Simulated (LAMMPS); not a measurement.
Geometry relaxation, with input and output: C

System: C (8 atoms in the cell).
Method: classical potential CH.rebo (style rebo) (LAMMPS 22 Jul 2025 update 4).

The structure was built on a prototype by a generator. The geometry comes from this level: r2SCAN.

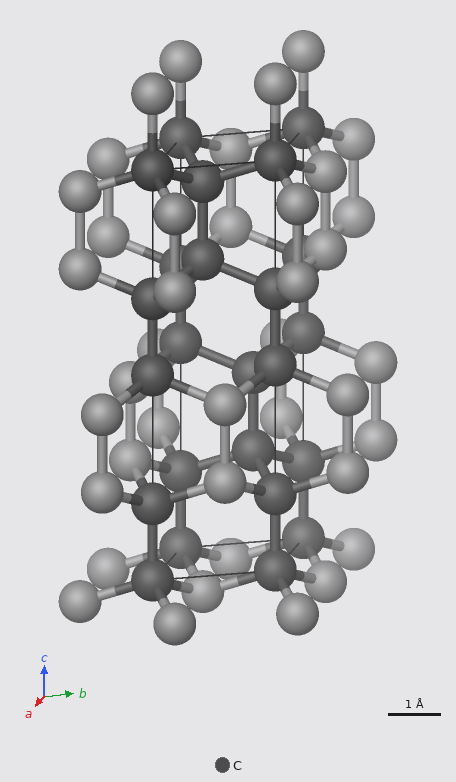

Fig. 1: The input geometry (ball-and-stick view of the cell of the calculation, seen slightly off an axis; neighbours outside the cell are drawn fainter).

**The input**
```
units metal
boundary p p p
atom_style atomic
read_data data.lmp
pair_style rebo
pair_coeff * * CH.rebo C
thermo_style custom step pe press pxx pyy pzz pyz pxz pxy vol fmax
thermo_modify format float %.8f
dump 1 all custom 10 dump.lmp id type x y z fx fy fz
dump_modify 1 sort id format float %.8f
thermo 10
fix 1 all box/relax tri 0.0 vmax 0.001
min_style cg
minimize 0.0 1.0e-6 400 4000
minimize 0.0 1.0e-6 400 4000
unfix 1
undump 1
write_dump all custom end.lmp id type x y z modify sort id format float %.8f
run 0
```

**File data.lmp**
```
crystal

8 atoms
1 atom types

0.0 2.50984301 xlo xhi
0.0 2.17358781 ylo yhi
0.0 8.28024888 zlo zhi
-1.25492151 0.00000000 0.00000000 xy xz yz

Masses

1 12.0110

Atoms

1 1 -1.25492151 2.17358781 0.00674264
2 1 0.00000000 1.44905854 2.06383333
3 1 2.50984301 0.00000000 4.14686708
4 1 1.25492151 0.72452927 6.20395777
5 1 1.25492151 2.17358781 1.54580402
6 1 0.00000000 1.44905854 3.62883778
7 1 0.00000000 0.00000000 5.68592846
8 1 1.25492151 0.72452927 7.76896222
```

Hardware: 1 thread of Arm Neoverse V1, 24 GiB of memory available, shared host.

Launched with:
```bash
lmp -in in.lmp -log none -nocite
```

**Log**
```
using 1 OpenMP thread(s) per MPI task
Reading data file ...
  triclinic box = (0 0 0) to (2.509843 2.1735878 8.2802489) with tilt (-1.2549215 0 0)
WARNING: Triclinic box skew is large. LAMMPS will run inefficiently. (src/src/domain.cpp:221)
  1 by 1 by 1 MPI processor grid
  reading atoms ...
  8 atoms
  read_data CPU = 0.000 seconds
Neighbor list info ...
  max neighbors/atom: 2000, page size: 100000
  master list distance cutoff = 8
  ghost atom cutoff = 8
  binsize = 4, bins = 1 1 3
  1 neighbor lists, perpetual/occasional/extra = 1 0 0
  (1) pair rebo, perpetual
      attributes: full, newton on, ghost
      pair build: full/bin/ghost
      stencil: full/ghost/bin/3d
      bin: standard
Setting up cg style minimization ...
  Unit style    : metal
  Current step  : 0
WARNING: Energy due to 6 extra global DOFs will be included in minimizer energies
 (src/src/min.cpp:222)
Per MPI rank memory allocation (min/avg/max) = 5.132 | 5.132 | 5.132 Mbytes
   Step         PotEng         Press           Pxx            Pyy            Pzz            Pyz            Pxz            Pxy           Volume          Fmax
         0  -58.93585284 18182.45881049 66264.92858598 66264.90536613 -77982.45752063 0.00000000 0.00192674 0.00983422 45.17177307 0.40673457
        10  -58.95997284 150.00750766 242.33287158 241.98049656 -34.29084516 0.00000167 -0.00017690 -29.91769094 45.33414325 0.00245579
        20  -58.95997313 -2.26842108 -2.16027345 -2.16107009 -2.48391970 0.00000012 0.00001334 6.27772497 45.33570422 0.00003334
        30  -58.95997313 -0.10627612 -0.13375167 -0.13383374 -0.05124293 0.00000001 0.00000138 -0.07666318 45.33568205 0.00000513
        36  -58.95997313 -0.01138582 -0.01260955 -0.01259756 -0.00895034 -0.00000000 -0.00000049 -0.01928350 45.33568108 0.00000013
Loop time of 0.013574 on 1 procs for 36 steps with 8 atoms

100.0% CPU use with 1 MPI tasks x 1 OpenMP threads

Minimization stats:
  Stopping criterion = force tolerance
  Energy initial, next-to-last, final =
     -58.9358528418872  -58.9599731290442  -58.9599731290442
  Force two-norm initial, final = 3.5863233 9.0722372e-07
  Force max component initial, final = 2.1986378 6.2719103e-07
  Final line search alpha, max atom move = 1 6.2719103e-07
  Iterations, force evaluations = 36 65

MPI task timing breakdown:
Section |  min time  |  avg time  |  max time  |%varavg| %total
---------------------------------------------------------------
Pair    | 0.011916   | 0.011916   | 0.011916   |   0.0 | 87.79
Neigh   | 0          | 0          | 0          |   0.0 |  0.00
Comm    | 0.00036025 | 0.00036025 | 0.00036025 |   0.0 |  2.65
Output  | 0.00019247 | 0.00019247 | 0.00019247 |   0.0 |  1.42
Modify  | 0          | 0          | 0          |   0.0 |  0.00
Other   |            | 0.001105   |            |       |  8.14

Nlocal:              8 ave           8 max           8 min
Histogram: 1 0 0 0 0 0 0 0 0 0
Nghost:           1668 ave        1668 max        1668 min
Histogram: 1 0 0 0 0 0 0 0 0 0
Neighs:              0 ave           0 max           0 min
Histogram: 1 0 0 0 0 0 0 0 0 0
FullNghs:         3056 ave        3056 max        3056 min
Histogram: 1 0 0 0 0 0 0 0 0 0

Total # of neighbors = 3056
Ave neighs/atom = 382
Neighbor list builds = 0
Dangerous builds = 0
Setting up cg style minimization ...
  Unit style    : metal
  Current step  : 36
WARNING: Energy due to 6 extra global DOFs will be included in minimizer energies
 (src/src/min.cpp:222)
Per MPI rank memory allocation (min/avg/max) = 6.383 | 6.383 | 6.383 Mbytes
   Step         PotEng         Press           Pxx            Pyy            Pzz            Pyz            Pxz            Pxy           Volume          Fmax
        36  -58.95997313 -0.01138582 -0.01260955 -0.01259757 -0.00895034 -0.00000000 -0.00000049 -0.01928350 45.33568108 0.00000013
        37  -58.95997313 0.00282829 0.00305164 0.00306188 0.00237135 -0.00000000 -0.00000046 0.00083700 45.33568093 0.00000010
Loop time of 0.000654968 on 1 procs for 1 steps with 8 atoms

100.0% CPU use with 1 MPI tasks x 1 OpenMP threads

Minimization stats:
  Stopping criterion = force tolerance
  Energy initial, next-to-last, final =
     -58.9599731290442  -58.9599731290442  -58.9599731290442
  Force two-norm initial, final = 9.1009362e-07 3.2261053e-07
  Force max component initial, final = 6.300645e-07 1.0423445e-07
  Final line search alpha, max atom move = 1 1.0423445e-07
  Iterations, force evaluations = 1 2

MPI task timing breakdown:
Section |  min time  |  avg time  |  max time  |%varavg| %total
---------------------------------------------------------------
Pair    | 0.0005421  | 0.0005421  | 0.0005421  |   0.0 | 82.77
Neigh   | 0          | 0          | 0          |   0.0 |  0.00
Comm    | 1.5688e-05 | 1.5688e-05 | 1.5688e-05 |   0.0 |  2.40
Output  | 0          | 0          | 0          |   0.0 |  0.00
Modify  | 0          | 0          | 0          |   0.0 |  0.00
Other   |            | 9.718e-05  |            |       | 14.84

Nlocal:              8 ave           8 max           8 min
Histogram: 1 0 0 0 0 0 0 0 0 0
Nghost:           1464 ave        1464 max        1464 min
Histogram: 1 0 0 0 0 0 0 0 0 0
Neighs:              0 ave           0 max           0 min
Histogram: 1 0 0 0 0 0 0 0 0 0
FullNghs:         3080 ave        3080 max        3080 min
Histogram: 1 0 0 0 0 0 0 0 0 0

Total # of neighbors = 3080
Ave neighs/atom = 385
Neighbor list builds = 0
Dangerous builds = 0
WARNING: No fixes with time integration, atoms won't move
Setting up Verlet run ...
  Unit style    : metal
  Current step  : 37
  Time step     : 0.001
Per MPI rank memory allocation (min/avg/max) = 4.007 | 4.007 | 4.007 Mbytes
   Step         PotEng         Press           Pxx            Pyy            Pzz            Pyz            Pxz            Pxy           Volume          Fmax
        37  -58.95997313 0.00282829 0.00305164 0.00306188 0.00237136 0.00000000 -0.00000046 0.00083700 45.33568093 0.00000010
Loop time of 1.302e-06 on 1 procs for 0 steps with 8 atoms

153.6% CPU use with 1 MPI tasks x 1 OpenMP threads

MPI task timing breakdown:
Section |  min time  |  avg time  |  max time  |%varavg| %total
---------------------------------------------------------------
Pair    | 0          | 0          | 0          |   0.0 |  0.00
Neigh   | 0          | 0          | 0          |   0.0 |  0.00
Comm    | 0          | 0          | 0          |   0.0 |  0.00
Output  | 0          | 0          | 0          |   0.0 |  0.00
Modify  | 0          | 0          | 0          |   0.0 |  0.00
Other   |            | 1.302e-06  |            |       |100.00

Nlocal:              8 ave           8 max           8 min
Histogram: 1 0 0 0 0 0 0 0 0 0
Nghost:           1464 ave        1464 max        1464 min
Histogram: 1 0 0 0 0 0 0 0 0 0
Neighs:              0 ave           0 max           0 min
Histogram: 1 0 0 0 0 0 0 0 0 0
FullNghs:         3080 ave        3080 max        3080 min
Histogram: 1 0 0 0 0 0 0 0 0 0

Total # of neighbors = 3080
Ave neighs/atom = 385
Neighbor list builds = 0
Dangerous builds = 0
```

**Trajectory as extended XYZ (Å, eV, eV/Å), 6 frames, from step=0 to step=37**
```
8
Lattice="2.5098 0.0000 0.0000 -1.2549 2.1736 0.0000 0.0000 0.0000 8.2802" Properties=species:S:1:pos:R:3:forces:R:3 step=0 energy=-58.93585 pressure_GPa=1.82
C     0.0000    0.0000    0.0067    0.0000   0.0000  -0.3103
C     0.0000    1.4491    2.0638    0.0000   0.0000   0.4067
C     0.0000    0.0000    4.1469    0.0000   0.0000  -0.3103
C     1.2549    0.7245    6.2040    0.0000   0.0000   0.4067
C     0.0000    0.0000    1.5458    0.0000   0.0000   0.3103
C     0.0000    1.4491    3.6288    0.0000   0.0000  -0.4067
C     0.0000    0.0000    5.6859    0.0000   0.0000   0.3103
C     1.2549    0.7245    7.7690    0.0000   0.0000  -0.4067
8
Lattice="2.5213 0.0000 0.0000 -1.2606 2.1835 0.0000 0.0000 0.0000 8.2347" Properties=species:S:1:pos:R:3:forces:R:3 step=10 energy=-58.95997 pressure_GPa=0.01
C    -0.0058   -0.0050    0.0228    0.0010   0.0000   0.0011
C    -0.0057    1.4507    2.0814    0.0005   0.0000   0.0025
C    -0.0057   -0.0050    4.1401   -0.0010   0.0000   0.0011
C     1.2549    0.7229    6.1988   -0.0005   0.0000   0.0025
C    -0.0057   -0.0050    1.5668   -0.0010   0.0000  -0.0011
C    -0.0057    1.4507    3.6255    0.0005   0.0000  -0.0025
C    -0.0058   -0.0050    5.6841    0.0010   0.0000  -0.0011
C     1.2549    0.7229    7.7428   -0.0005   0.0000  -0.0025
8
Lattice="2.5213 0.0000 0.0000 -1.2607 2.1835 0.0000 0.0000 0.0000 8.2347" Properties=species:S:1:pos:R:3:forces:R:3 step=20 energy=-58.95997 pressure_GPa=-0.00
C    -0.0058   -0.0050    0.0228    0.0000   0.0000   0.0000
C    -0.0057    1.4507    2.0815    0.0000   0.0000   0.0000
C    -0.0057   -0.0050    4.1401    0.0000   0.0000   0.0000
C     1.2549    0.7229    6.1988    0.0000   0.0000   0.0000
C    -0.0057   -0.0050    1.5668    0.0000   0.0000   0.0000
C    -0.0057    1.4507    3.6255    0.0000   0.0000   0.0000
C    -0.0058   -0.0050    5.6841    0.0000   0.0000   0.0000
C     1.2549    0.7229    7.7428    0.0000   0.0000   0.0000
8
Lattice="2.5213 0.0000 0.0000 -1.2607 2.1835 0.0000 0.0000 0.0000 8.2347" Properties=species:S:1:pos:R:3:forces:R:3 step=30 energy=-58.95997 pressure_GPa=-0.00
C    -0.0057   -0.0050    0.0228    0.0000   0.0000   0.0000
C    -0.0057    1.4507    2.0815    0.0000   0.0000   0.0000
C    -0.0057   -0.0050    4.1401    0.0000   0.0000   0.0000
C     1.2549    0.7229    6.1988    0.0000   0.0000   0.0000
C    -0.0057   -0.0050    1.5668    0.0000   0.0000   0.0000
C    -0.0057    1.4507    3.6255    0.0000   0.0000   0.0000
C    -0.0057   -0.0050    5.6841    0.0000   0.0000   0.0000
C     1.2549    0.7229    7.7428    0.0000   0.0000   0.0000
8
Lattice="2.5213 0.0000 0.0000 -1.2607 2.1835 0.0000 0.0000 0.0000 8.2347" Properties=species:S:1:pos:R:3:forces:R:3 step=36 energy=-58.95997 pressure_GPa=-0.00
C    -0.0057   -0.0050    0.0228    0.0000   0.0000   0.0000
C    -0.0057    1.4507    2.0815    0.0000   0.0000   0.0000
C    -0.0057   -0.0050    4.1401    0.0000   0.0000   0.0000
C     1.2549    0.7229    6.1988    0.0000   0.0000   0.0000
C    -0.0057   -0.0050    1.5668    0.0000   0.0000   0.0000
C    -0.0057    1.4507    3.6255    0.0000   0.0000   0.0000
C    -0.0057   -0.0050    5.6841    0.0000   0.0000   0.0000
C     1.2549    0.7229    7.7428    0.0000   0.0000   0.0000
8
Lattice="2.5213 0.0000 0.0000 -1.2607 2.1835 0.0000 0.0000 0.0000 8.2347" Properties=species:S:1:pos:R:3:forces:R:3 step=37 energy=-58.95997 pressure_GPa=0.00
C    -1.2664    2.1786    8.2575    0.0000   0.0000   0.0000
C    -0.0057    1.4507    2.0815    0.0000   0.0000   0.0000
C     2.5156   -0.0050    4.1401    0.0000   0.0000   0.0000
C     1.2549    0.7229    6.1988    0.0000   0.0000   0.0000
C     2.5156   -0.0050    1.5668    0.0000   0.0000   0.0000
C    -0.0057    1.4507    3.6255    0.0000   0.0000   0.0000
C    -1.2664    2.1786    5.6841    0.0000   0.0000   0.0000
C     1.2549    0.7229    7.7428    0.0000   0.0000   0.0000
```

**Key numbers**

```tsv
quantity	value
outcome	converged
space group (tolerance 0.01 Å)	P6₃/mmc (194)
potential energy	−58.9600 eV
pressure	0.00 GPa
final volume	45.34 Å³
final cell	a = 2.521 Å, b = 2.521 Å, c = 8.235 Å, α = 90.00°, β = 90.00°, γ = 120.00°
peak memory	0.031 GiB
```
